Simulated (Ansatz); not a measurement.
# C6F (slab): what the fields show

```cif
data_structure
_symmetry_space_group_name_H-M 'P 1'
_symmetry_Int_Tables_number 1
_cell_length_a 2.4650
_cell_length_b 2.4650
_cell_length_c 25.6987
_cell_angle_alpha 90.000
_cell_angle_beta 90.000
_cell_angle_gamma 120.000
_cell_volume 135.24
loop_
_atom_site_label
_atom_site_type_symbol
_atom_site_fract_x
_atom_site_fract_y
_atom_site_fract_z
_atom_site_occupancy
C1 C 0.66667 0.33333 0.33076 1
C2 C 0.33333 0.66667 0.33082 1
C3 C 0.33333 0.66667 0.46326 1
C4 C 0.00000 0.00000 0.46315 1
C5 C 0.00000 0.00000 0.67692 1
C6 C 0.66667 0.33333 0.67693 1
F1 F 0.33333 0.66667 0.57061 1
```

The program warned that a starting moment wasn't kept; spin-polarised.

Computed with DFT PBE+D3(BJ), scalar-relativistic, plane waves, PAW in Ansatz.

In a PAW calculation such maps are meaningful between the atoms, not at the nuclei.

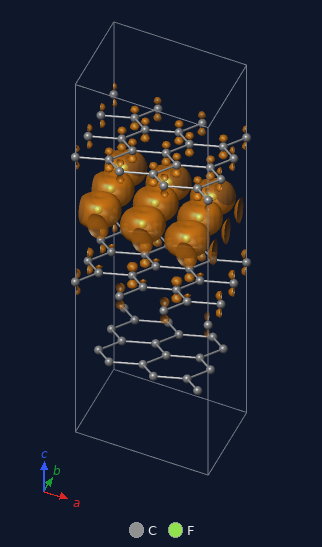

Figure 1. Isosurface of the spin density at +0.03 e/Å³ (orange), seen at an oblique angle. Sticks mark near contacts.

**Which atoms carry the moments, and with what signs?**

The spin density sits on F: +0.8 μB in one cell of 7 atoms: a single local moment. The cell of the calculation (7 atoms) carries 0.9 μB of net spin moment.

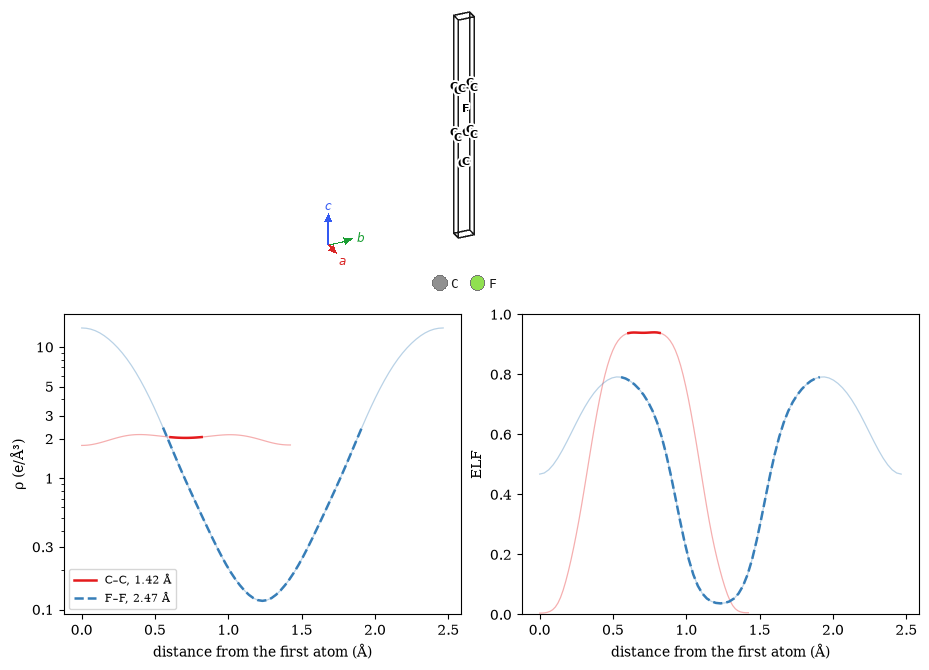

Figure 2. Valence charge density (pseudo) and ELF along straight lines between neighbouring atoms. Thin, pale parts lie inside the atomic spheres. The structure is drawn too.

**What can be read from the curves?**

C–C (1.42 Å): ρ is about 2 e/Å³ halfway; the ELF peaks at about 0.95 between the atoms.
F–F (2.47 Å): ρ at the midpoint is about 0.12 e/Å³; the ELF is about 0.05 at the midpoint (no shared electron pair shows on this line).

**Metal or insulator at this level of theory?**

It is gapless in this calculation (a metal or semimetal).
